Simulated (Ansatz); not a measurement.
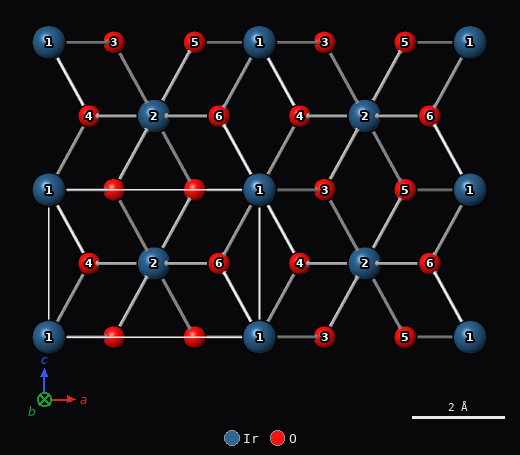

This is the input geometry for a relaxation of crystalline IrO2 (set up in P4_2/mnm). The picture is a ball-and-stick view of the cell of the calculation, repeated 2 × 1 × 2 with one cell outlined, seen along the b axis.

Case: volume × 1.06, shape and atoms relaxed.

The calculation used DFT r2SCAN, scalar-relativistic, plane waves, PAW (Ansatz).

Input file:
```yaml
crystal:
  lattice:
    - [4.585601583, 0.0, 0.0]
    - [0.0, 4.585601583, 0.0]
    - [0.0, 0.0, 3.2090446103]
  atoms:
    - { symbol: Ir, position: [0.0, 0.0, 0.0] }
    - { symbol: Ir, position: [0.5, 0.5, 0.5] }
    - { symbol: O, position: [0.3083280482, 0.3083280482, 0.0] }
    - { symbol: O, position: [0.1916719518, 0.8083280482, 0.5] }
    - { symbol: O, position: [0.6916719518, 0.6916719518, 0.0] }
    - { symbol: O, position: [0.8083280482, 0.1916719518, 0.5] }
basis:
  ecutwfc: 500
kpoints:
  mp_grid: { grid: [8, 8, 12] }
hamiltonian:
  xc: r2scan
scf:
  occupations: { method: gaussian, width: 0.1 }
output:
  forces: true
  stress: true
  eigenvalues: true
relax:
  adjacent_minimum: "off"
  f_tol: 0.01
  max_steps: 30
  cell: { stress_tol: 0.1, fix: [volume] }
```

Launched with:
```bash
ansatz run input.yaml --threads 2 --pin off --max-ram 5120MiB --backend cpu --events-out ev --progress --plain --runs-dir out
```

Question: Where does the relaxation end?

Answer: After 3 accepted moves (4 points after the start) the energy has fallen by 2.2 meV per cell of the calculation. Largest force component: 0.038 eV/Å at the start, 0.0019 eV/Å at the end. Pressure: −15.18 GPa at the start and −14.83 GPa at the end. At 1 point the geometry stayed and the basis and grid were re-selected for the new cell (energy shift of less than 0.05 meV per cell of the calculation at most each time). The atoms keep their places relative to the cell (all moves are under 0.005 Å). The drawn cell changes at constant volume: a = b 4.586 → 4.595 Å (+0.2 %), c 3.209 → 3.195 Å (−0.4 %). The space group stays P4_2/mnm (No. 136).

Step by step:

```
step  E − E(0), meV/atom  largest force component, eV/Å  pressure, GPa                      note
   0                0.00                         0.0380         -15.18                          
   1               -0.29                         0.0385         -14.76                          
   2               -0.36                         0.0144         -14.84                          
   3               -0.37                         0.0019         -14.83                          
   4               -0.36                         0.0019         -14.83  same geometry, new basis
```
